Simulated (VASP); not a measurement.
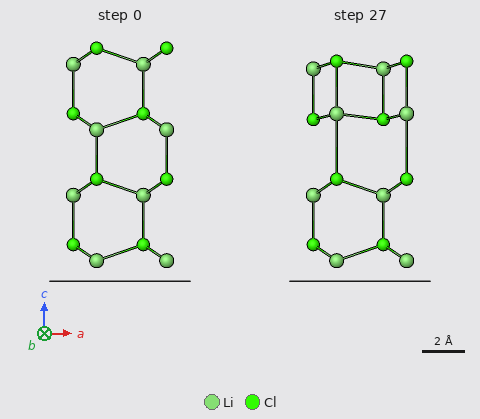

The structure of a slab of composition LiCl before (left) and after (right) a relaxation, at one scale.

The picture is a ball-and-stick view of the 2 × 2 repeat of the cell, outlined in the plane, without the vacuum, seen along the b axis.

The run lets the atoms move in a fixed cell. 4 atoms are held fixed.

Computed with Kohn-Sham DFT of a periodic cell, PBE with D3, VASP PAW PBE potentials, recommended (VASP 6.6.1).

The input:
```
SYSTEM = LiCl
  PREC = Accurate
  ENCUT = 520
  EDIFF = 1E-7
  ISMEAR = 0
  SIGMA = 0.05
  LREAL = .False.
  LASPH = .True.
  NELM = 80
  ALGO = Normal
  ISIF = 2
  LWAVE = .False.
  LCHARG = .False.
  LDIPOL = .True.
  IDIPOL = 3
  DIPOL = 0.5 0.5 0.500
  GGA = PE
  IVDW = 11
  IBRION = 2
  NSW = 40
  EDIFFG = -0.02
```

Launched with:
```bash
cat potpaw_PBE.64/Li_sv/POTCAR potpaw_PBE.64/Cl/POTCAR > POTCAR
mpirun -np 1 vasp_std > vasp.out
```

### Describe what moved and what it gained.

The atom that moves furthest is a Li atom (0.78 Å along the normal (+c)). Largest moves by element: Li 0.78 Å, Cl 0.63 Å. The lattice vectors keep their values. Some distances before and after: Cl–Li 3.960 → 2.548 Å, Cl–Li 2.397 → 3.177 Å, Cl–Li 2.397 → 2.284 Å, Cl–Li 2.397 → 2.462 Å. New bonds form: Cl–Li (3.96 → 2.55 Å). Among the angles between lasting bonds that change: Li–Cl–Li 109.0° → 82.8°, Cl–Li–Cl 109.0° → 99.3°, Cl–Li–Cl 109.9° → 118.5°. After 27 geometry steps the energy has fallen by 0.246 eV per cell of the calculation. The largest force component goes from 0.61 to 1.2 eV/Å.
